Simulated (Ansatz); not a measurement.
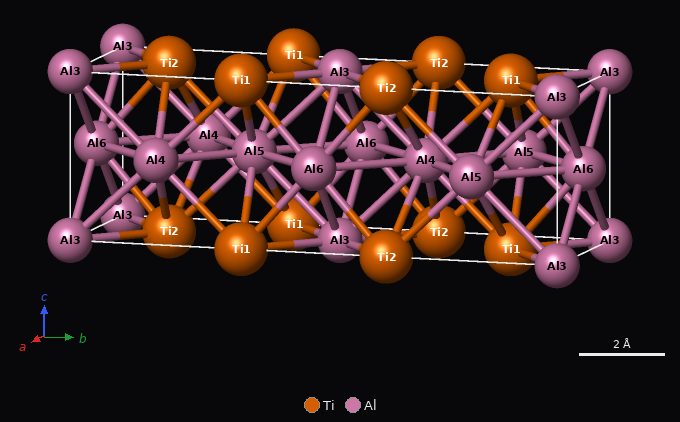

**Figure 1.** The input geometry of the first run (ball-and-stick view of the cell 2 times as large as that of the calculation, set on its symmetry axes, seen slightly off an axis; atoms are numbered from 1 in the order of the input). An atom can appear more than once, as a periodic image.

## What a change does: geometry relaxation on TiAl$_{2}$

System: TiAl$_{2}$ (6 atoms in the cell).
Method of the first run: DFT LDA, scalar-relativistic, plane waves, PAW, no spin polarisation (Ansatz 0.2.0).

The structure derives from an entry of the Crystallography Open Database. Text and figures count atoms from 1; the logs count them from 0 in places.

**Input, the first run**
```yaml
crystal:
  lattice:
    - [1.97955, -6.0472, 0.0]
    - [1.97955, 6.0472, 0.0]
    - [0.0, 0.0, 4.0315]
  atoms:
    - { symbol: Ti, position: [0.649, 0.351, 0.0] }
    - { symbol: Ti, position: [0.351, 0.649, 0.0] }
    - { symbol: Al, position: [0.0, 0.0, 0.0] }
    - { symbol: Al, position: [0.824, 0.176, 0.5] }
    - { symbol: Al, position: [0.176, 0.824, 0.5] }
    - { symbol: Al, position: [0.5, 0.5, 0.5] }
basis:
  ecutwfc: 420
kpoints:
  mp_grid: { grid: [10, 10, 10] }
hamiltonian:
  xc: lda
scf:
  occupations: { method: gaussian, width: 0.1 }
output:
  forces: true
  stress: true
  eigenvalues: true
relax:
  adjacent_minimum: "off"
  f_tol: 0.01
  max_steps: 60
  cell: { stress_tol: 0.05 }
```

Command:
```bash
ansatz run input.yaml --threads 1 --pin off --max-ram 2560MiB --backend cpu --events-out ev --progress --plain --runs-dir out
```

Hardware: 1 thread of Intel Xeon @ 2.50GHz (Skylake/Cascade Lake), 189 GiB of memory available, shared host.

**Output, shortened to warnings, some set-up lines, iterations and results (the first run)**
```
Basis set: ecut = 420 eV, 1899 PW (Γ)
Symmetry: 8 space group operations
k-points: 186 of 1000
Initial density: superposition of atomic densities (neutral atoms: chi_scale 0, normalization atom), corrected by the library's trained network
[...]
SCF iter   1: F=—  HF=-6954.629892 eV  |F-HF|=—  |Δ(HF+E_count)|=         —  Δρ=4.99e-3  dr2=2.62e-2  ethr=1.77e-3  ⟨swp⟩=6.1  Hψ=22519  notcnv=0
SCF iter   2: F=—  HF=-6954.626078 eV  |F-HF|=—  |Δ(HF+E_count)|=   3.81e-3  Δρ=2.92e-3  dr2=8.49e-3  ethr=7.27e-5  ⟨swp⟩=1.0  Hψ=5952  notcnv=0  defer=1
SCF iter   3: F=—  HF=-6954.624420 eV  |F-HF|=—  |Δ(HF+E_count)|=   1.66e-3  Δρ=3.88e-4  dr2=2.41e-4  ethr=2.36e-5  ⟨swp⟩=2.5  Hψ=5958  notcnv=0  defer=1
SCF iter   4: F=—  HF=-6954.624367 eV  |F-HF|=—  |Δ(HF+E_count)|=   5.32e-5  Δρ=1.16e-4  dr2=1.50e-5  ethr=6.70e-7  ⟨swp⟩=2.0  Hψ=5542  notcnv=0  defer=1
SCF iter   5: F=—  HF=-6954.624361 eV  |F-HF|=—  |Δ(HF+E_count)|=   5.81e-6  Δρ=3.28e-5  dr2=1.01e-6  ethr=4.18e-8  ⟨swp⟩=2.1  Hψ=5797  notcnv=0  defer=1
[... 42 lines ...]
SCF iter   4: F=—  HF=-6954.818753 eV  |F-HF|=—  |Δ(HF+E_count)|=   1.69e-9  Δρ=7.64e-7  dr2=5.11e-10  ethr=3.50e-11  ⟨swp⟩=2.8  Hψ=7386  notcnv=0
SCF iter   5: F=-6954.818753 eV  HF=-6954.818753 eV  |F-HF|=1.36e-11  |Δ(HF+E_count)|=  2.02e-10  Δρ=1.04e-7  dr2=1.57e-11  ethr=1.42e-12  ⟨swp⟩=2.1  Hψ=5673  notcnv=0
SCF iter   6: F=-6954.818753 eV  HF=-6954.818753 eV  |F-HF|=9.09e-13  |Δ(HF+E_count)|=  1.82e-12  Δρ=1.61e-8  dr2=2.38e-13  ethr=1.00e-12  ⟨swp⟩=2.0  Hψ=12469  notcnv=0
SCF 6 converged in 6 iterations: F = -6954.818753 eV  dr2 = 2.38e-13
relax step   6: F+E_penalty+E_count = -6954.81875297 eV  Δ(F+E_penalty+E_count) = +1.562e-3 eV  max|allowed force component| = 2.607e-3 eV/Å  Δτ_max = 0.0000 Å  P = -0.036 …
basis re-selected at this cell: Δ(F+E_penalty+E_count) = +1.562e-3 eV, ΔP = -0.039 GPa vs the last step (what re-selecting the basis moved, of the pressure what is left beyond the Pulay correction that the steps carried, after the strain that the cell walked since its last selection, with what the …
SCF converged after 6 iterations
Free energy (F): -6954.818753 eV
Harris-Foulkes:  -6954.818753 eV  (|F-HF|=9.09e-13)
Internal energy: -6954.805598 eV  (E = F + TS)
E sigma→0 (E₀):  -6954.812175 eV
Entropy (-TS):   -0.013155 eV (-2.192 meV/atom)
Fermi energy:    10.646906 eV
--- Per-component energies (eV) ---
  E_band       = -301.068505
  E_kinetic    = 645.941758
  E_local      = -2304.588114  (includes V_loc(G=0)·N_el)
  E_nonlocal   = 70.774590
  E_hartree    = 1007.375946
  E_xc         = -354.740226
  E_vxc        = -365.643598  (∫ρ·V_xc dr)
  E_paw        = -3773.626325  (= ΣΔE_a)
  E_vpaw       = -362.305241  (= ΣTr[D̂ρ^β])
  E_aug_tail   = 0.000187  (compensation charges beyond the density's cutoff)
  E_ewald      = -2246.818182
  E_core_change = 0.874767  (= ΣΔE_core)
  E_smearing   = -0.013155  (= −TS)
  E_closure    = 0.000000  (closes the sum)
  Σ components = -6954.818753   (vs F -6954.818753, Δ=0.00e0)
--- Forces (eV/Å), atoms counted from 1 ---
  atom   1  Ti    -0.00000000    -0.00260711     0.00000000
  atom   2  Ti     0.00000000     0.00260711    -0.00000000
  atom   3  Al     0.00000000     0.00000000     0.00000000
  atom   4  Al    -0.00000000     0.00151036     0.00000000
  atom   5  Al     0.00000000    -0.00151036    -0.00000000
  atom   6  Al     0.00000000     0.00000000     0.00000000
  max |Σ_I F_I| component: 1.73e-18 eV/Å
--- Stress (GPa, compression-positive) ---
       -0.038527      -0.000000       0.000000
       -0.000000      -0.021595      -0.000000
        0.000000      -0.000000      -0.049280
  P = ⅓ Tr σ = -0.0365 GPa (-0.365 kbar)
--- Relaxed structure (5 steps of the walk, 4 accepted, 1 SCFs on fresh bases) ---
  F+E_penalty+E_count = -6954.81875297 eV   max|allowed force component| = 2.607e-3 eV/Å   (the final SCF, on the basis selected at the relaxed cell)
  cell:  # Å, volume = 90.7654 Å³
    - [1.9321603610549292, -5.973708398826305, 3.6269656107320894e-34]
    - [1.9321603610549292, 5.973708398826305, -1.1335822316245257e-34]
[...]
```

The second run used a changed input.

**The two runs side by side**

| quantity | the first run | the second run |
| --- | --- | --- |
| outcome | converged | converged |
| free energy per atom (eV) | −1159.1365 | −1174.7667 |
| energy per atom, smearing taken to zero (eV) | −1159.1354 | −1174.7656 |
| gap on the mesh (eV) | 0.00 | 0.00 |
| pressure (GPa) | −0.04 | −0.02 |
| volume per atom (Å³) | 15.13 | 15.56 |
| largest force (eV/Å) | 0.003 | 0.000 |
| SCF iterations | 40 | 48 |
| irreducible k-points | 186 | 186 |
| wall time (shared host) | 6.7 min | 6.3 min |

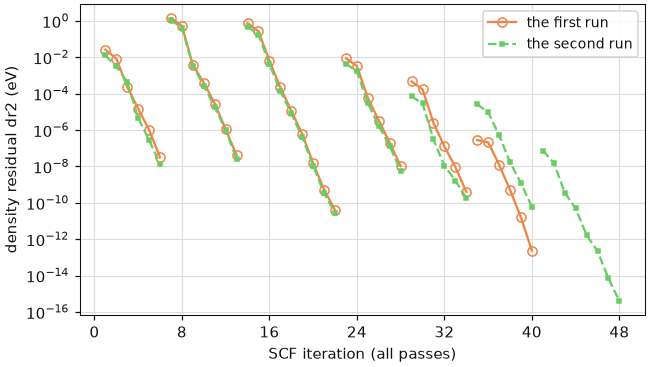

**Figure 2.** Convergence of the two runs: density residual dr2 against the SCF iteration. A break in a curve parts two SCF passes. The first run takes 40 iterations in all, and the second run takes 48.

Which change of the input explains these differences?

The change (lines with − go, lines with + come):
```diff
-  xc: lda
+  xc: pbesol
```

The total energies belong to different methods, so their difference says nothing on which is more stable or more accurate. The volume per atom goes from 15.13 to 15.56 Å³. The functional changes from LDA to PBEsol. The SCF takes 48 iterations over all geometry steps against 40.

**Output, shortened to warnings, some set-up lines, iterations and results (the second run)**
```
Basis set: ecut = 420 eV, 1899 PW (Γ), exchange–correlation on 90×90×54 points (8 copies of the dense FFT grid, shifted against one another)
Symmetry: 8 space group operations
k-points: 186 of 1000
Initial density: superposition of atomic densities (neutral atoms: chi_scale 0, normalization atom), corrected by the library's trained network
[...]
SCF iter   1: F=—  HF=-7048.484660 eV  |F-HF|=—  |Δ(HF+E_count)|=         —  Δρ=4.40e-3  dr2=1.26e-2  ethr=1.77e-3  ⟨swp⟩=6.1  Hψ=22591  notcnv=0
SCF iter   2: F=—  HF=-7048.481651 eV  |F-HF|=—  |Δ(HF+E_count)|=   3.01e-3  Δρ=1.93e-3  dr2=3.13e-3  ethr=3.51e-5  ⟨swp⟩=2.8  Hψ=9140  notcnv=0  defer=67
SCF iter   3: F=—  HF=-7048.481091 eV  |F-HF|=—  |Δ(HF+E_count)|=   5.59e-4  Δρ=5.30e-4  dr2=4.33e-4  ethr=8.70e-6  ⟨swp⟩=2.7  Hψ=6698  notcnv=0  defer=67
SCF iter   4: F=—  HF=-7048.481014 eV  |F-HF|=—  |Δ(HF+E_count)|=   7.77e-5  Δρ=5.34e-5  dr2=4.56e-6  ethr=1.20e-6  ⟨swp⟩=2.0  Hψ=5769  notcnv=0  defer=67
SCF iter   5: F=—  HF=-7048.481147 eV  |F-HF|=—  |Δ(HF+E_count)|=   1.33e-4  Δρ=1.77e-5  dr2=2.84e-7  ethr=1.27e-8  ⟨swp⟩=2.0  Hψ=6048  notcnv=0  defer=67
[... 52 lines ...]
SCF iter   6: F=-7048.600445 eV  HF=-7048.600445 eV  |F-HF|=1.82e-12  |Δ(HF+E_count)|=  3.64e-12  Δρ=1.07e-8  dr2=2.21e-13  ethr=1.00e-12  ⟨swp⟩=1.0  Hψ=4464  notcnv=0
SCF iter   7: F=-7048.600445 eV  HF=-7048.600445 eV  |F-HF|=9.09e-13  |Δ(HF+E_count)|=  2.73e-12  Δρ=3.48e-9  dr2=6.98e-15  ethr=1.00e-12  ⟨swp⟩=1.0  Hψ=4464  notcnv=0
SCF iter   8: F=-7048.600445 eV  HF=-7048.600445 eV  |F-HF|=0.00e0  |Δ(HF+E_count)|=  9.09e-13  Δρ=7.46e-10  dr2=4.06e-16  ethr=1.00e-12  ⟨swp⟩=1.0  Hψ=9672  notcnv=0
SCF 7 converged in 8 iterations: F = -7048.600445 eV  dr2 = 4.06e-16
relax step   7: F+E_penalty+E_count = -7048.60044518 eV  Δ(F+E_penalty+E_count) = +7.275e-4 eV  max|allowed force component| = 3.395e-4 eV/Å  Δτ_max = 0.0000 Å  P = -0.016 …
basis re-selected at this cell: Δ(F+E_penalty+E_count) = +7.275e-4 eV, ΔP = -0.015 GPa vs the last step (what re-selecting the basis moved, of the pressure what is left beyond the Pulay correction that the steps carried, after the strain that the cell walked since its last selection, with what the …
SCF converged after 8 iterations
Free energy (F): -7048.600445 eV
Harris-Foulkes:  -7048.600445 eV  (|F-HF|=0.00e0)
Internal energy: -7048.587258 eV  (E = F + TS)
E sigma→0 (E₀):  -7048.593852 eV
Entropy (-TS):   -0.013187 eV (-2.198 meV/atom)
Fermi energy:    10.467933 eV
--- Per-component energies (eV) ---
  E_band       = -311.161807
  E_kinetic    = 642.588538
  E_local      = -2323.402177  (includes V_loc(G=0)·N_el)
  E_nonlocal   = 62.605992
  E_hartree    = 1014.153084
  E_xc         = -353.911901
  E_vxc        = -363.395410  (∫ρ·V_xc dr)
  E_paw        = -3865.915205  (= ΣΔE_a)
  E_vpaw       = -357.865142  (= ΣTr[D̂ρ^β])
  E_aug_tail   = 0.000223  (compensation charges beyond the density's cutoff)
  E_ewald      = -2225.061138
  E_core_change = 0.355325  (= ΣΔE_core)
  E_smearing   = -0.013187  (= −TS)
  E_closure    = 0.000000  (closes the sum)
  Σ components = -7048.600445   (vs F -7048.600445, Δ=0.00e0)
--- Forces (eV/Å), atoms counted from 1 ---
  atom   1  Ti     0.00000000    -0.00016769     0.00000000
  atom   2  Ti     0.00000000     0.00016769     0.00000000
  atom   3  Al     0.00000000    -0.00000000     0.00000000
  atom   4  Al     0.00000000     0.00033953     0.00000000
  atom   5  Al     0.00000000    -0.00033953     0.00000000
  atom   6  Al     0.00000000     0.00000000     0.00000000
  max |Σ_I F_I| component: 1.08e-19 eV/Å
--- Stress (GPa, compression-positive) ---
       -0.008355       0.000000       0.000000
        0.000000      -0.017158       0.000000
        0.000000       0.000000      -0.021057
  P = ⅓ Tr σ = -0.0155 GPa (-0.155 kbar)
--- Relaxed structure (6 steps of the walk, 5 accepted, 1 SCFs on fresh bases) ---
  F+E_penalty+E_count = -7048.60044518 eV   max|allowed force component| = 3.395e-4 eV/Å   (the final SCF, on the basis selected at the relaxed cell)
  cell:  # Å, volume = 93.3896 Å³
    - [1.9503278290128716, -6.026797811664251, -3.354018586236078e-34]
    - [1.9503278290128716, 6.026797811664251, -3.502785706309722e-34]
[...]
```
